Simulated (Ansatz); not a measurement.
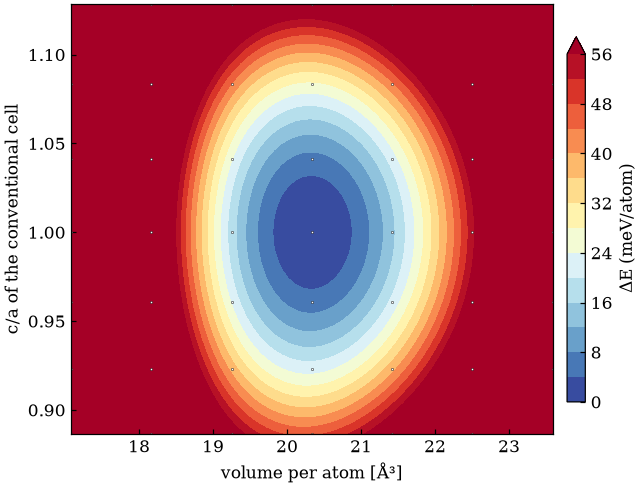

Si7Ge (P-43m, No. 215; 8 atoms in the cell). The energy is mapped over volume and the cell's shape. The first coordinate is: volume per atom; the second: c/a of the conventional cell. Nothing is relaxed (fractional coordinates fixed). The scan uses a 7 × 7 grid. Points are written as (first, second). Energies: meV/atom, counted from the lowest grid point. The band gap closes in part of the range. The calculation used DFT PBEsol, scalar-relativistic, plane waves, PAW in Ansatz 0.2.0. Settings: cutoff 420 eV, k-mesh 8×8×8, gaussian smearing 0.03 eV, no spin polarisation.

The picture shows filled contours, dots at the grid points, one colour for all values above the top of the scale. Between grid points the surface is interpolated.

### Estimate the position of the minimum and the force constants in these coordinates.

The interpolated minimum is at volume per atom ≈ 20.33 Å³, c/a of the conventional cell ≈ 1.000. The curvatures there are about 0.22 eV/(Å³)² and 62 eV, with a cross term of about 0 eV/Å³ (per cell of 8 atoms). Round the minimum the two coordinates are nearly uncoupled.

PAW datasets: the set soft_1.
